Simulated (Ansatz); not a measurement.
```cif
data_structure
_symmetry_space_group_name_H-M 'P 1'
_symmetry_Int_Tables_number 1
_cell_length_a 3.5813
_cell_length_b 3.5813
_cell_length_c 2.9486
_cell_angle_alpha 90.000
_cell_angle_beta 90.000
_cell_angle_gamma 90.000
_cell_volume 37.82
loop_
_atom_site_label
_atom_site_type_symbol
_atom_site_fract_x
_atom_site_fract_y
_atom_site_fract_z
_atom_site_occupancy
Ga1 Ga 0.00000 0.00000 0.00000 1
Ga2 Ga 0.50000 0.50000 0.50000 1
```

Space group I4/mmm; built by placing these elements on a known structure type; computed pressure about −2 GPa in this cell; computed without spin polarisation.

Computed with Ansatz 0.2.0, DFT, PAW plane waves, r2SCAN.

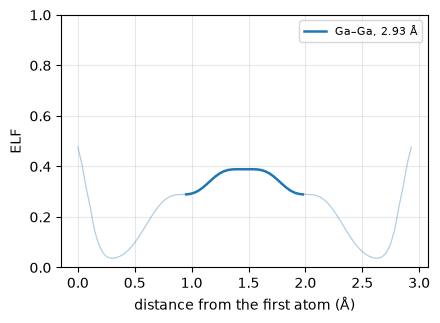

Ga. Electron localisation function along straight lines between neighbouring atoms. Thin, pale parts lie inside the atomic spheres.

In a PAW calculation such maps are meaningful between the atoms, not at the nuclei.

### What can be read from the curves?

Ga–Ga (2.93 Å): the ELF is about 0.40 at the midpoint.
